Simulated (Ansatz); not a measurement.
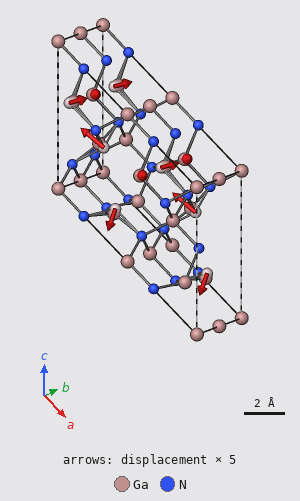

A relaxation of a defect cell of composition Ga₈N₇ (cell charge +3). The starting structure is drawn faded, the final one solid; red arrows show the displacements, 5 times their true length.

Style: ball-and-stick. Shown: the conventional cell (2 times the calculation's cell) (origin shifted), slightly off an axis. Lengths and directions refer to the drawn axes.

Case: N vacancy, atoms relaxed.

The calculation used Ansatz, DFT PBEsol, scalar-relativistic, plane waves, PAW. (plane-wave cutoff 420 eV; k-point mesh 4 × 4 × 4; occupations gaussian; smearing width 0.05 eV; no spin polarisation; atoms relaxed in a fixed cell; force threshold 0.02 eV/Å; at most 50 steps)

> Atoms of which element are displaced furthest, and by how much?

Gallium: up to 0.32 Å, against 0.04 Å for nitrogen.

> What did the optimiser do to the structure, and how much energy did it gain?

Over 4 accepted moves (5 points after the start) the energy falls by 1.194 eV per cell of the calculation. The largest force component goes from 1.9 to 0.015 eV/Å. 1 step only repeated the SCF at the same geometry. The atom that moves furthest is a Ga atom (0.32 Å roughly along −a). Largest moves by element: Ga 0.32 Å, N 0.04 Å. The lattice vectors keep their values. Among the contacts that change: Ga–N 1.946 → 1.851 Å, Ga–N 1.953 → 1.868 Å, Ga–N 1.946 → 1.886 Å, Ga–N 1.953 → 1.902 Å. Among the angles between lasting bonds that change: Ga–N–Ga 109.7° → 94.8°, Ga–N–Ga 109.7° → 96.1°, Ga–N–Ga 109.2° → 96.2°.

Limits of the set-up: the periodic images lie only 6.1 Å apart, so the values are limited by the cell's size; the cell is charged, on a uniform background, and energies carry no finite-size correction.
